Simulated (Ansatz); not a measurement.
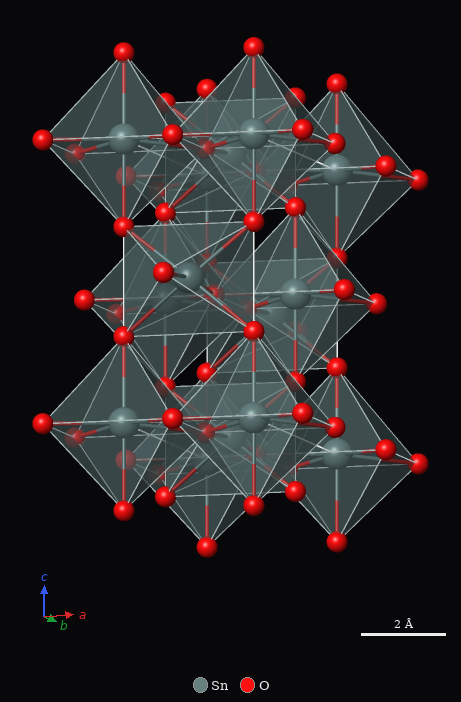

*The structure as given in the input (polyhedral view of the cell 2 times as large as that of the calculation, set on its symmetry axes, seen at an oblique angle; polyhedra are completed across the faces of the cell). An atom can appear more than once, as a periodic image.*

Run report: SnO2, single-point calculation

The run: single-point calculation of SnO2 (6 atoms in the cell). Method and program: DFT, PBE, plane waves, PAW, no spin polarisation (Ansatz 0.2.0).

The structure derives from an entry of the Crystallography Open Database. The run did not end well.

## Input
```yaml
crystal:
  lattice:
    - [4.8277050007, 0.0, 0.0]
    - [0.0, 4.8277050007, 0.0]
    - [0.0, 0.0, 3.2379909335]
  atoms:
    - { symbol: Sn, position: [0.0006086894, 0.0006086894, 0.0] }
    - { symbol: Sn, position: [0.5045608207, 0.5045608207, 0.5] }
    - { symbol: O, position: [0.3050028429, 0.3050028429, 0.0] }
    - { symbol: O, position: [0.1758186915, 0.7890288649, 0.5] }
    - { symbol: O, position: [0.6917926695, 0.6917926695, 0.0] }
    - { symbol: O, position: [0.7890288649, 0.1758186915, 0.5] }
basis:
  ecutwfc: "50 eV"
kpoints:
  mp_grid: { grid: [6, 6, 8] }
hamiltonian:
  xc: pbe
scf:
  occupations: { method: gaussian, width: 0.05 }
  max_iter: 100
output:
  forces: true
  eigenvalues: true
  stress: true
```

Run on 2 threads of Arm Neoverse V2, 24 GiB of memory available, shared host.

Launched with:
```bash
ansatz run input.yaml --threads 2 --pin off --max-ram 5120MiB --backend cpu --events-out ev --progress --plain --runs-dir out
```

## What the program printed
```
Warning: basis.ecutwfc = 50 eV is below the records' recommended 420 eV, and the density's cutoff is lower with it unless basis.ecutrho_ratio is high enough to keep the records' density cutoff: compare with a run at a higher cutoff
Engine: ansatz 0.2.0, aarch64-unknown-linux-gnu
Pseudopotentials: kind: paw
Pseudopotential: Sn, paw, valence charge 14, recommended cutoff 420 eV (normal), Sn.paw.azcp
Pseudopotential: O, paw, valence charge 6, recommended cutoff 420 eV (normal), O.paw.azcp
Functional definition: PBE
  parameter kappa = 0.804
  parameter beta = 0.06672455060314922
  exchange = pbe_x(kappa = kappa, mu = beta*pi^2/3)
  correlation = pbe_c(beta = beta)
Crystal: 6 atoms, lattice volume = 75.467 Å³
Basis set: ecut = 50 eV, 63 PW (Γ), exchange–correlation on 24×24×16 points (8 copies of the dense FFT grid, shifted against one another)
Bands: 32, of which v1, the nominal top of the filled ones, is band 26 counted from 1 (25 counted from 0)
Symmetry: 4 space group operations
Space group: Amm2 (ITA 38), of the structure as read, at distance tolerance 4.2e-5 Å
k-points: 65 of 288 (time reversal used)
Non-local potential: Sn, projectors of the file, l = 0: 2, l = 1: 2, l = 2: 2, l = 3: 2
Non-local potential: O, projectors of the file, l = 0: 2, l = 1: 2, l = 2: 1
PAW form: soft (Blöchl's): semilocal exchange-correlation on the pseudo side does not see the compensation charge
PAW one-centre angular grid: Sn, 590 points (default); XC on 64 Gauss nodes
PAW one-centre angular grid: O, 110 points (default); XC on 64 Gauss nodes
Initial density: superposition of atomic densities (neutral atoms: chi_scale 0, normalization atom), corrected by the library's trained network
Initial wavefunctions: pseudopotential atomic-orbital guess
Functional: x = pbe(κ = 0.804, μ = 0.2195149727645171), c = pbe(β = 0.06672455060314922)
SCF iter   1: F=—  HF=-13456.838043 eV  |F-HF|=—  |Δ(HF+E_count)|=         —  Δρ=1.32e0  dr2=1.22e3  ethr=1.77e-3  ⟨swp⟩=1.0  Hψ=3913  notcnv=0
preconditioner: auto → LDOS  [metal: Δε(μ)=0.003 eV  Ē_g=15.015 eV  σ=0.050 eV  W_gap=0.04  n_scr=18 (ndim 8)  ℏωp=30.8 eV  f_vac=0.137  D(μ)=4.60/eV (n_scr^D=46)  β→1.0]
SCF iter   2: F=—  HF=-12934.870823 eV  |F-HF|=—  |Δ(HF+E_count)|=    5.22e2  Δρ=2.03e-1  dr2=2.63e1  ethr=1.77e-3  ⟨swp⟩=7.9  Hψ=14455  notcnv=0  defer=94
SCF iter   3: F=—  HF=-12896.811471 eV  |F-HF|=—  |Δ(HF+E_count)|=    3.81e1  Δρ=5.02e-2  dr2=2.16e0  ethr=1.77e-3  ⟨swp⟩=5.5  Hψ=7073  notcnv=0  defer=92
SCF iter   4: F=—  HF=-12895.880336 eV  |F-HF|=—  |Δ(HF+E_count)|=   9.31e-1  Δρ=1.20e-2  dr2=1.45e-1  ethr=1.77e-3  ⟨swp⟩=2.6  Hψ=4411  notcnv=0  defer=93
SCF iter   5: F=—  HF=-12895.815634 eV  |F-HF|=—  |Δ(HF+E_count)|=   6.47e-2  Δρ=3.52e-3  dr2=1.89e-2  ethr=2.78e-4  ⟨swp⟩=2.8  Hψ=3800  notcnv=0  defer=92
SCF iter   6: F=—  HF=-12895.808806 eV  |F-HF|=—  |Δ(HF+E_count)|=   6.83e-3  Δρ=1.08e-3  dr2=2.16e-3  ethr=3.63e-5  ⟨swp⟩=2.5  Hψ=3311  notcnv=0  defer=91
SCF iter   7: F=—  HF=-12895.807971 eV  |F-HF|=—  |Δ(HF+E_count)|=   8.35e-4  Δρ=3.27e-4  dr2=1.51e-4  ethr=4.15e-6  ⟨swp⟩=2.3  Hψ=3326  notcnv=0  defer=91
SCF iter   8: F=—  HF=-12895.807906 eV  |F-HF|=—  |Δ(HF+E_count)|=   6.50e-5  Δρ=6.81e-5  dr2=5.46e-6  ethr=2.90e-7  ⟨swp⟩=2.5  Hψ=3362  notcnv=0  defer=91
SCF iter   9: F=—  HF=-12895.432011 eV  |F-HF|=—  |Δ(HF+E_count)|=   3.76e-1  Δρ=2.33e-4  dr2=3.37e-5  ethr=1.05e-8  ⟨swp⟩=3.6  Hψ=5187  notcnv=0  defer=91
SCF iter  10: F=—  HF=-12895.432007 eV  |F-HF|=—  |Δ(HF+E_count)|=   3.59e-6  Δρ=1.96e-4  dr2=2.41e-5  ethr=1.05e-8  ⟨swp⟩=1.0  Hψ=1991  notcnv=0  defer=91
SCF iter  11: F=—  HF=-12895.431999 eV  |F-HF|=—  |Δ(HF+E_count)|=   8.64e-6  Δρ=3.70e-5  dr2=1.07e-6  ethr=1.05e-8  ⟨swp⟩=2.0  Hψ=3476  notcnv=0  defer=91
SCF iter  12: F=—  HF=-12895.431998 eV  |F-HF|=—  |Δ(HF+E_count)|=   3.37e-7  Δρ=1.77e-5  dr2=2.38e-7  ethr=2.06e-9  ⟨swp⟩=1.0  Hψ=1989  notcnv=0  defer=91
SCF iter  13: F=-12895.431998 eV  HF=-12895.431998 eV  |F-HF|=3.32e-9  |Δ(HF+E_count)|=   9.72e-8  Δρ=1.34e-6  dr2=3.90e-9  ethr=1.92e-10  ⟨swp⟩=11.0  Hψ=9433  notcnv=0
```

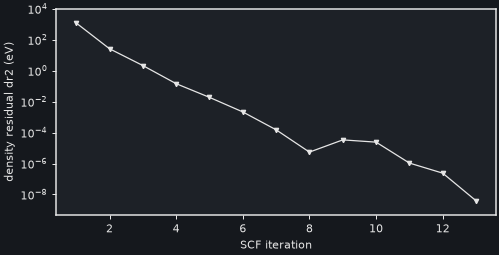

*Convergence of the self-consistent field: density residual dr2 against the SCF iteration.*

The residual wanders between about 4 × 10⁻⁹ and 1.5 × 10⁻⁴ in the later steps with no lasting fall.

```
Error: refused after 13 iterations: one_centre_occupation = 2.29e0 (threshold 2.00e0); read on the Sn atom at site 0 (counted from 0), in its partial waves of l = 1. The loop had accepted its state. The figure is how many electrons the atom's PAW partial-wave expansion lays in one spin orbital inside its sphere. Of a state that the partial waves describe, at an atom whose sphere does not reach far into another's, it is at most what a level can hold: about one, and more with the corrected tetrahedra; the threshold leaves room over one. Most likely the run has filled a ghost state, a level that the dataset's projectors bind and the atom lacks (a dataset that is sound under one functional can have one under another), or spheres, of atoms or of an atom and its images, overlap so deeply that the expansion counts electrons twice. The SCF's residuals do not see that, and the energy, the forces and the levels can be wrong by many eV: no result is given. To try: another dataset for the element (`hamiltonian.pseudopotentials`: `source: ansatz` if the run read another table, another `kind`, or another file under `azcp`); where atoms stand so close that spheres overlap deeply, one of a smaller sphere or a norm-conserving one, and a check of the cell and the positions; where they do not, in a run that starts from atoms and not from what this one saved, a damped mixing, which may end on a state that leaves the ghost empty: `scf.mixing.preconditioner: none` with `scf.mixing.beta` at its default or smaller; at another step of the mixing, smaller or larger, or under a restart policy an SCF can converge to a state of higher free energy: the input reference at `scf.mixing.restart` says how to compare two converged runs, both of this deck on this dataset (the refused run is not one); this check reads filled levels alone, so hold a damped run's empty levels and gap against another dataset's. If no spheres overlap deeply and the dataset is of this program's library, report it, with the deck
```

## Outcome

- outcome: not converged
- space group (tolerance 0.01 Å): Amm2 (38)
- wall time: 1.4 s (CPU time 2.8 s)
- peak memory: 0.21 GiB

## What went wrong

This input holds a deliberate fault: a cutoff far too low (`basis.ecutwfc`). The plane-wave basis is far from complete, so energies, forces and above all the stress are wrong. The run did not converge: “refused after 13 iterations: one_centre_occupation = 2.29e0 (threshold 2.00e0); read on the Sn atom at site 0 (counted from 0), in its partial waves of l = 1. The loop had accepted its state. The figure is how many electrons the atom's PAW partial-wave expansion lays in one spin orbital inside its sphere …” Its last values are not results. The program warns: the cutoff is below the recommended one.
